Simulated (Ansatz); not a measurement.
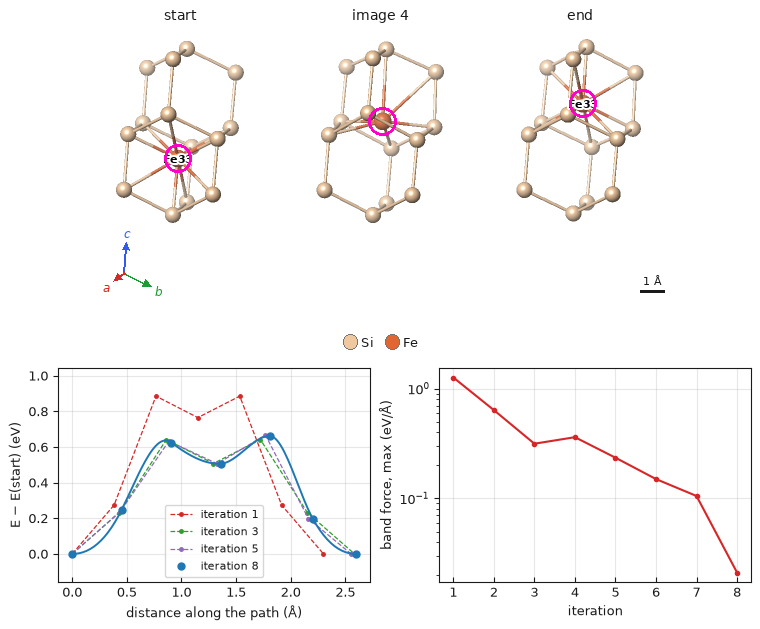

A search for the minimum-energy path of a defect cell of composition FeSi$_{32}$ (cell charge +1) (33 atoms in the cell) by the nudged elastic band. Images are numbered from 0 (start) to 6 (end). The plot follows the band through its iterations. Style: ball-and-stick. Shown: the atoms within 4.2 Å of the middle of the path, slightly off an axis. The moving atom is ringed, with any periodic copies. Bonds to atoms that aren't drawn are left out.

All numbers below come from DFT LDA, scalar-relativistic, plane waves, PAW (Ansatz). Settings: plane-wave cutoff 420 eV; k-point mesh 2 × 2 × 2; Gaussian smearing 0.02 eV; spin collinear; 5 movable images; climbing image.

Question: How did the profile develop, and is the result final?

Answer: The run is converged, with reservations. The band converged in 8 iterations. The largest component of the band force went from 1.3 to 0.021 eV/Å. The climbing image converged on the top of the path. Its curvatures weren't checked. The first iteration put the highest image at 0.89 eV. The barrier is about 0.66 eV in both directions, with image 4 at the top; the ends have the same energy. The profile has 2 maxima (images 2, 4) with a dip at image 3 (+0.51 eV), so the process runs in steps.

Limits of the set-up: the cell is charged, on a uniform background, and energies carry no finite-size correction.

Cost: 3.2 min on 8 threads of AMD EPYC 9R45 96-Core Processor (Zen 5) (shared host), peak memory 5.4 GiB.
